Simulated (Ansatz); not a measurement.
# What a change does: single-point calculation on TaSi$_{2}$

System: TaSi$_{2}$ (P1, 9 atoms in the cell).
Method of run A: DFT PBEsol, scalar-relativistic, plane waves, PAW, no spin polarisation (Ansatz 0.2.0).

The structure derives from an entry of the Crystallography Open Database. Text and figures count atoms from 1; the logs count them from 0 in places.

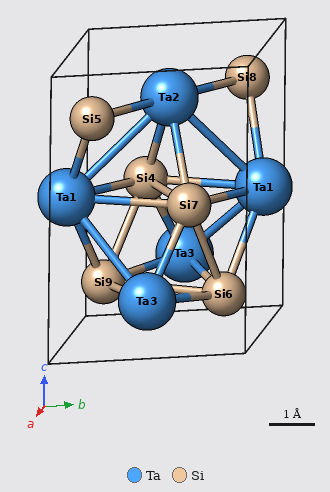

The input geometry (ball-and-stick view of the cell of the calculation, seen slightly off an axis; atoms are numbered from 1 in the order of the input). An atom can appear more than once, as a periodic image.

The input, run A:
```yaml
crystal:
  lattice:
    - [4.5804316905, -0.1767645175, -0.137961211]
    - [-2.4432984078, 4.1479664584, -0.0241831872]
    - [-0.1899749225, -0.1481343604, 6.6033449641]
  atoms:
    - { symbol: Ta, position: [0.5040761137, -0.0086756284, 0.498856579] }
    - { symbol: Ta, position: [0.5096734191, 0.5099333227, 0.829332912] }
    - { symbol: Ta, position: [-0.0394844314, 0.4920879456, 0.1934613484] }
    - { symbol: Si, position: [0.1670626354, 0.3300045919, 0.4952855461] }
    - { symbol: Si, position: [0.8392729363, 0.1798965848, 0.8220551748] }
    - { symbol: Si, position: [0.6847902124, 0.8295669397, 0.1610517552] }
    - { symbol: Si, position: [0.8478048432, 0.6777841458, 0.5035829797] }
    - { symbol: Si, position: [0.1639413069, 0.83928406, 0.8284864903] }
    - { symbol: Si, position: [0.3228629644, 0.1501180379, 0.1678872144] }
basis:
  ecutwfc: 420
kpoints:
  mp_grid: { grid: [12, 12, 6] }
hamiltonian:
  xc: pbesol
scf:
  occupations: { method: gaussian, width: 0.15 }
output:
  forces: true
  stress: true
  eigenvalues: true
```

Launched with:
```bash
ansatz run input.yaml --threads 2 --pin off --max-ram 5120MiB --backend cpu --events-out ev --progress --plain --runs-dir out
```

Hardware: 2 threads of Intel Xeon (Granite Rapids), 192 GiB of memory available, shared host.

Output, shortened to warnings, some set-up lines, iterations and results (run A):
```
Basis set: ecut = 420 eV, 2393 PW (Γ), exchange–correlation on 64×72×90 points (8 copies of the dense FFT grid, shifted against one another)
Symmetry: 1 space group operations
k-points: 436 of 864 (time reversal used)
Initial density: superposition of atomic densities (neutral atoms: chi_scale 0, normalization atom), corrected by the library's trained network
[...]
SCF iter   1: F=—  HF=-33151.696076 eV  |F-HF|=—  |Δ(HF+E_count)|=         —  Δρ=5.66e-3  dr2=5.13e-2  ethr=1.77e-3  ⟨swp⟩=6.8  Hψ=83146  notcnv=0
SCF iter   2: F=—  HF=-33151.689398 eV  |F-HF|=—  |Δ(HF+E_count)|=   6.68e-3  Δρ=3.04e-3  dr2=1.13e-2  ethr=8.14e-5  ⟨swp⟩=1.3  Hψ=21543  notcnv=0
SCF iter   3: F=—  HF=-33151.687755 eV  |F-HF|=—  |Δ(HF+E_count)|=   1.64e-3  Δρ=6.41e-4  dr2=6.82e-4  ethr=1.80e-5  ⟨swp⟩=2.4  Hψ=22364  notcnv=0
SCF iter   4: F=—  HF=-33151.687639 eV  |F-HF|=—  |Δ(HF+E_count)|=   1.16e-4  Δρ=1.10e-4  dr2=1.52e-5  ethr=1.08e-6  ⟨swp⟩=2.0  Hψ=22991  notcnv=0
SCF iter   5: F=—  HF=-33151.687613 eV  |F-HF|=—  |Δ(HF+E_count)|=   2.57e-5  Δρ=3.41e-5  dr2=2.54e-6  ethr=2.41e-8  ⟨swp⟩=2.0  Hψ=25379  notcnv=0
SCF iter   6: F=-33151.687613 eV  HF=-33151.687613 eV  |F-HF|=1.61e-8  |Δ(HF+E_count)|=   4.63e-7  Δρ=5.64e-6  dr2=3.83e-8  ethr=1.59e-10  ⟨swp⟩=9.6  Hψ=89990  notcnv=0
SCF 1 converged in 6 iterations: F = -33151.687613 eV  dr2 = 3.83e-8
SCF converged after 6 iterations
Free energy (F): -33151.687613 eV
Harris-Foulkes:  -33151.687613 eV  (|F-HF|=1.61e-8)
Internal energy: -33151.651204 eV  (E = F + TS)
E sigma→0 (E₀):  -33151.669409 eV
Entropy (-TS):   -0.036409 eV (-4.045 meV/atom)
Fermi energy:    16.132614 eV
--- Per-component energies (eV) ---
  E_band       = -195.434036
  E_kinetic    = 1382.604648
  E_local      = -2282.245984  (includes V_loc(G=0)·N_el)
  E_nonlocal   = 211.156321
  E_hartree    = 888.641356
  E_xc         = -999.027762
  E_vxc        = -918.399709  (∫ρ·V_xc dr)
  E_paw        = -27814.936749  (= ΣΔE_a)
  E_vpaw       = -365.831567  (= ΣTr[D̂ρ^β])
  E_aug_tail   = 0.000495  (compensation charges beyond the density's cutoff)
  E_ewald      = -4538.673833
  E_core_change = 0.830303  (= ΣΔE_core)
  E_smearing   = -0.036409  (= −TS)
  E_closure    = 0.000000  (closes the sum)
  Σ components = -33151.687613   (vs F -33151.687613, Δ=0.00e0)
--- Forces (eV/Å), atoms counted from 1 ---
  atom   1  Ta    -0.91911357     0.08129558    -0.79157808
  atom   2  Ta    -0.37642780    -0.88575088     0.46294870
  atom   3  Ta     3.35633311     0.38605354    -3.31226308
  atom   4  Si     0.72839934    -0.76274346     0.09101372
  atom   5  Si     0.77888767    -0.07514343     1.78832802
  atom   6  Si    -1.09074113     0.67866118     0.65343386
  atom   7  Si    -1.46939351     0.25956749     0.56220283
  atom   8  Si     0.42436940     0.27293811     0.80004394
  atom   9  Si    -1.43230812     0.04512643    -0.25413117
  max |Σ_I F_I| component: 5.40e-6 eV/Å
--- Stress (GPa, compression-positive) ---
       25.457767      15.030683       8.949365
       15.030683      10.514251       9.874473
        8.949365       9.874473      11.248234
  P = ⅓ Tr σ = 15.7401 GPa (157.401 kbar)
```

For run B the input was changed thus:
```diff
-    - [4.5804316905, -0.1767645175, -0.137961211]
-    - [-2.4432984078, 4.1479664584, -0.0241831872]
-    - [-0.1899749225, -0.1481343604, 6.6033449641]
+    - [4.614463772, -0.0333279946, 0.0388359457]
+    - [-2.336094776, 4.2811266932, 0.0079108998]
+    - [0.0534777545, 0.0434540603, 6.5241200721]
-    - { symbol: Ta, position: [0.5040761137, -0.0086756284, 0.498856579] }
-    - { symbol: Ta, position: [0.5096734191, 0.5099333227, 0.829332912] }
-    - { symbol: Ta, position: [-0.0394844314, 0.4920879456, 0.1934613484] }
-    - { symbol: Si, position: [0.1670626354, 0.3300045919, 0.4952855461] }
-    - { symbol: Si, position: [0.8392729363, 0.1798965848, 0.8220551748] }
-    - { symbol: Si, position: [0.6847902124, 0.8295669397, 0.1610517552] }
-    - { symbol: Si, position: [0.8478048432, 0.6777841458, 0.5035829797] }
-    - { symbol: Si, position: [0.1639413069, 0.83928406, 0.8284864903] }
-    - { symbol: Si, position: [0.3228629644, 0.1501180379, 0.1678872144] }
+    - { symbol: Ta, position: [0.5145850901, 0.0214017205, 0.5293998389] }
+    - { symbol: Ta, position: [0.4826045176, 0.5007215966, 0.8449578761] }
+    - { symbol: Ta, position: [0.0140411938, 0.4989467886, 0.1640656519] }
+    - { symbol: Si, position: [0.1568445439, 0.2822668875, 0.4745495927] }
+    - { symbol: Si, position: [0.8500259101, 0.1613968961, 0.8453720133] }
+    - { symbol: Si, position: [0.6702782972, 0.8527803903, 0.1748932842] }
+    - { symbol: Si, position: [0.8007249091, 0.690863944, 0.4834840465] }
+    - { symbol: Si, position: [0.1777459558, 0.8435819622, 0.8465732522] }
+    - { symbol: Si, position: [0.3331495823, 0.1480398142, 0.1367044442] }
```

Predict how the results change.

With the same functional and potentials, run B lies 33.1 meV per atom lower. The pressure goes from 15.74 to 6.36 GPa. The largest force goes from 4.731 to 3.201 eV/Å. The volume per atom goes from 13.60 to 14.26 Å³. The number of SCF iterations is the same. The plane waves at Γ go from 2393 to 2519.

Output, shortened to warnings, some set-up lines, iterations and results (run B):
```
Basis set: ecut = 420 eV, 2519 PW (Γ), exchange–correlation on 64×72×90 points (8 copies of the dense FFT grid, shifted against one another)
Symmetry: 1 space group operations
k-points: 436 of 864 (time reversal used)
Initial density: superposition of atomic densities (neutral atoms: chi_scale 0, normalization atom), corrected by the library's trained network
[...]
SCF iter   1: F=—  HF=-33151.996547 eV  |F-HF|=—  |Δ(HF+E_count)|=         —  Δρ=5.72e-3  dr2=6.14e-2  ethr=1.77e-3  ⟨swp⟩=6.6  Hψ=82336  notcnv=0
SCF iter   2: F=—  HF=-33151.987288 eV  |F-HF|=—  |Δ(HF+E_count)|=   9.26e-3  Δρ=2.91e-3  dr2=1.12e-2  ethr=9.75e-5  ⟨swp⟩=1.7  Hψ=22121  notcnv=0
SCF iter   3: F=—  HF=-33151.985527 eV  |F-HF|=—  |Δ(HF+E_count)|=   1.76e-3  Δρ=7.19e-4  dr2=7.17e-4  ethr=1.78e-5  ⟨swp⟩=2.1  Hψ=21412  notcnv=0
SCF iter   4: F=—  HF=-33151.985406 eV  |F-HF|=—  |Δ(HF+E_count)|=   1.20e-4  Δρ=1.21e-4  dr2=3.35e-5  ethr=1.14e-6  ⟨swp⟩=2.0  Hψ=24035  notcnv=0
SCF iter   5: F=—  HF=-33151.985431 eV  |F-HF|=—  |Δ(HF+E_count)|=   2.50e-5  Δρ=4.39e-5  dr2=2.77e-6  ethr=5.32e-8  ⟨swp⟩=2.1  Hψ=23380  notcnv=0
SCF iter   6: F=-33151.985431 eV  HF=-33151.985431 eV  |F-HF|=3.90e-8  |Δ(HF+E_count)|=   5.67e-7  Δρ=6.32e-6  dr2=7.00e-8  ethr=1.59e-10  ⟨swp⟩=9.4  Hψ=92525  notcnv=0
SCF 1 converged in 6 iterations: F = -33151.985431 eV  dr2 = 7.00e-8
SCF converged after 6 iterations
Free energy (F): -33151.985431 eV
Harris-Foulkes:  -33151.985431 eV  (|F-HF|=3.90e-8)
Internal energy: -33151.954366 eV  (E = F + TS)
E sigma→0 (E₀):  -33151.969898 eV
Entropy (-TS):   -0.031065 eV (-3.452 meV/atom)
Fermi energy:    15.339504 eV
--- Per-component energies (eV) ---
  E_band       = -248.608495
  E_kinetic    = 1370.753250
  E_local      = -2362.698355  (includes V_loc(G=0)·N_el)
  E_nonlocal   = 208.465879
  E_hartree    = 905.678040
  E_xc         = -994.475611
  E_vxc        = -912.513535  (∫ρ·V_xc dr)
  E_paw        = -27813.379365  (= ΣΔE_a)
  E_vpaw       = -363.968102  (= ΣTr[D̂ρ^β])
  E_aug_tail   = 0.000462  (compensation charges beyond the density's cutoff)
  E_ewald      = -4467.128969
  E_core_change = 0.830303  (= ΣΔE_core)
  E_smearing   = -0.031065  (= −TS)
  E_closure    = 0.000000  (closes the sum)
  Σ components = -33151.985431   (vs F -33151.985431, Δ=0.00e0)
--- Forces (eV/Å), atoms counted from 1 ---
  atom   1  Ta    -0.82972228    -0.41062542    -3.06432986
  atom   2  Ta     1.90164032     1.14816092    -1.52136640
  atom   3  Ta    -1.59135754     0.21151341     0.83115235
  atom   4  Si    -0.35808823     0.80989722     1.45794275
  atom   5  Si    -0.12413787    -0.09733754    -0.40938934
  atom   6  Si     0.33899668    -0.10882223    -0.55332335
  atom   7  Si     1.99785629    -0.89770358     1.39377622
  atom   8  Si    -1.31401506    -0.63652711    -1.06560383
  atom   9  Si    -0.02117891    -0.01857022     2.93109167
  max |Σ_I F_I| component: 4.98e-5 eV/Å
--- Stress (GPa, compression-positive) ---
       12.574992       1.133575      -1.147805
        1.133575      -2.822260      -2.984113
       -1.147805      -2.984113       9.328751
  P = ⅓ Tr σ = 6.3605 GPa (63.605 kbar)
```

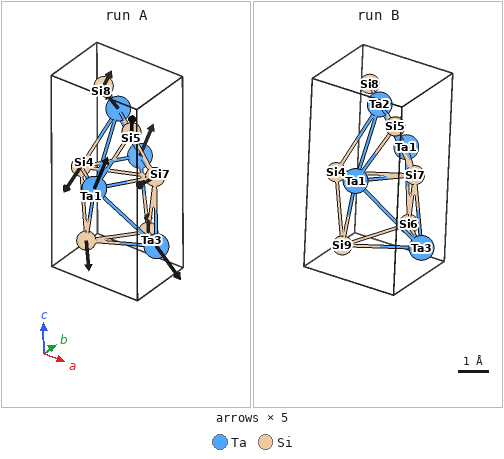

The two input geometries at one scale (ball-and-stick view of the cell of the calculation, seen slightly off an axis). The black arrows on the first give the shifts of the atoms relative to the cell, with their mean removed, magnified 5 times. The atom that moves furthest relative to the cell is Ta3 (0.30 Å). By element the largest moves are Ta 0.30 Å, Si 0.29 Å. (The mean shift of all atoms is removed.) Cell: a 4.586 → 4.615 Å (+0.6 %), b 4.814 → 4.877 Å (+1.3 %), c 6.608 → 6.524 Å (−1.3 %), α 90.6° → 89.8°, β 93.3° → 89.1°, γ 122.7° → 119.0°. Volume +4.8 %. Among the contacts that change: Ta2–Ta3 3.551 → 2.974 Å, Ta1–Si4 2.684 → 3.178 Å, Ta1–Ta3 2.986 → 3.467 Å, Si7–Si8 2.389 → 2.843 Å.

The two runs side by side:

```tsv
quantity	run A	run B
outcome	converged	converged
free energy per atom (eV)	−3683.5208	−3683.5539
energy per atom, smearing taken to zero (eV)	−3683.5188	−3683.5522
gap on the mesh (eV)	0.00	0.00
pressure (GPa)	15.74	6.36
volume per atom (Å³)	13.60	14.26
largest force (eV/Å)	4.731	3.201
SCF iterations	6	6
irreducible k-points	436	436
plane waves at Γ	2393	2519
wall time (shared host)	46 s	47 s
```

For both runs: Spin–orbit coupling is left out, which matters for Ta.
